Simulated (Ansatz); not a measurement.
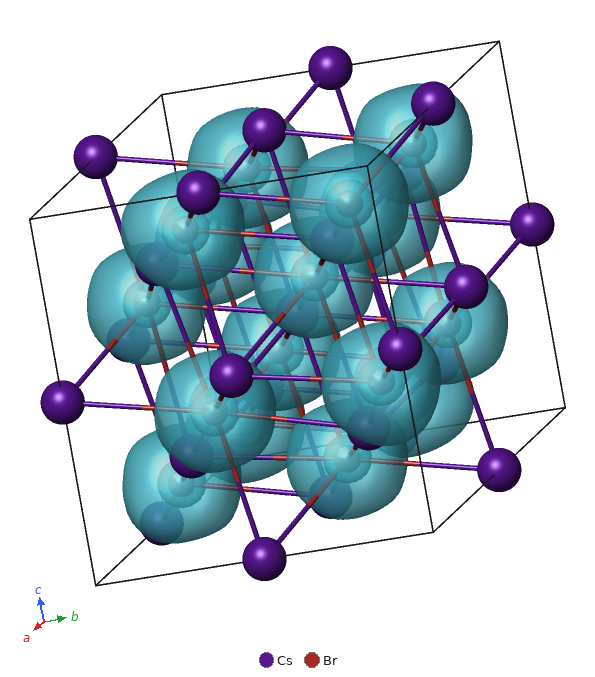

Cs15Br16 (cell charge −1, with a compensating background) (cell with a defect). Isosurface of the ELF at 0.65 (cyan), seen slightly off an axis. Core shells and regions of very low density are left out. Sticks mark near contacts.

These are results of Ansatz 0.2.0, DFT, PBE, plane-wave PAW, default files, scalar-relativistic, not measurements.

Core electrons are frozen (PAW), and the valence fields are smoothed inside the atomic spheres.

Question: Where are the electrons localised?

Answer: At this value the surface marks out 16 regions wrapped around Br (the valence shell of each), counted in one cell of 31 atoms. Regions shared between cells count once.

Values along the shortest contacts:
Cs–Br (3.63 Å): the ELF is about 0.05 at the midpoint; a closed-shell, largely ionic contact. Cs–Br (3.67 Å): the ELF is about 0.05 at the midpoint; a largely ionic contact.
